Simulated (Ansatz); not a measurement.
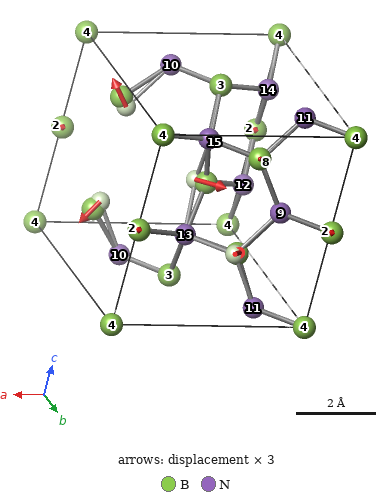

This is a relaxation of a defect cell of composition B8N7 (cell charge +3). The starting structure is drawn faded, the final one solid; red arrows show the displacements, magnified 3 times.

Style: ball-and-stick. Shown: the cell of the calculation (origin shifted), from a free direction.

Case: N vacancy, atoms relaxed.

These are results of DFT PBE, scalar-relativistic, plane waves, PAW in Ansatz, not measurements.

The input:
```yaml
crystal:
  lattice:
    - [-1.2772900481, 2.2123312592, -4.2245145362]
    - [-1.2772900481, 2.2123312592, 4.2245145362]
    - [5.1091601921, 1.0e-10, 0.0]
  atoms:
    - { symbol: B, position: [0.6667637393, 0.666569594, 0.3333333333] }
    - { symbol: B, position: [0.1667637393, 0.166569594, 0.3333333333] }
    - { symbol: B, position: [0.6667637393, 0.666569594, 0.8333333333] }
    - { symbol: B, position: [0.1667637393, 0.166569594, 0.8333333333] }
    - { symbol: B, position: [0.083430406, 0.5832362607, 0.1666666667] }
    - { symbol: B, position: [0.583430406, 0.0832362607, 0.1666666667] }
    - { symbol: B, position: [0.083430406, 0.5832362607, 0.6666666667] }
    - { symbol: B, position: [0.583430406, 0.0832362607, 0.6666666667] }
    - { symbol: "N", position: [0.354069594, 0.9792637393, 0.3333333333] }
    - { symbol: "N", position: [0.854069594, 0.4792637393, 0.8333333333] }
    - { symbol: "N", position: [0.354069594, 0.9792637393, 0.8333333333] }
    - { symbol: "N", position: [0.2707362607, 0.395930406, 0.1666666667] }
    - { symbol: "N", position: [0.7707362607, 0.895930406, 0.1666666667] }
    - { symbol: "N", position: [0.2707362607, 0.395930406, 0.6666666667] }
    - { symbol: "N", position: [0.7707362607, 0.895930406, 0.6666666667] }
total_charge: 3
basis:
  ecutwfc: 420
kpoints:
  mp_grid: { grid: [6, 6, 6] }
hamiltonian:
  xc: pbe
scf:
  occupations: { method: gaussian, width: 0.05 }
output:
  forces: true
  stress: true
  eigenvalues: true
  write_density: true
  write_potential: true
  elf: true
  volumetric_format: npy
relax:
  adjacent_minimum: "off"
  f_tol: 0.02
  max_steps: 50
```

Run as
```bash
ansatz run input.yaml --threads 4 --pin off --max-ram 9216MiB --backend cpu --events-out ev --progress --plain --runs-dir out
```

Which element moves most?

Answer. Boron: up to 0.33 Å, against 0.04 Å for nitrogen.

What did the optimiser do to the structure, and how much energy did it gain?

Answer. After 6 geometry steps the energy has fallen by 3.288 eV per cell of the calculation. Largest force component: 4 eV/Å at the start, 0.0043 eV/Å at the end. The largest move is that of B1, 0.33 Å roughly along [−1 1 0]. By element the largest moves are B 0.33 Å, N 0.04 Å. The cell stays as it was. Some distances before and after: B5–B7 2.555 → 2.113 Å, B5–B6 2.555 → 2.141 Å, B1–B5 2.576 → 2.204 Å, B1–B8 2.576 → 2.270 Å. Among the angles between lasting bonds that change: B5–N10–B7 109.2° → 89.2°, B5–N9–B6 109.2° → 89.6°, B1–N13–B6 109.8° → 94.3°.

Limits of the set-up: the periodic images lie only 4.9 Å apart, so the values are limited by the cell's size; the cell is charged, on a uniform background, and energies carry no finite-size correction.
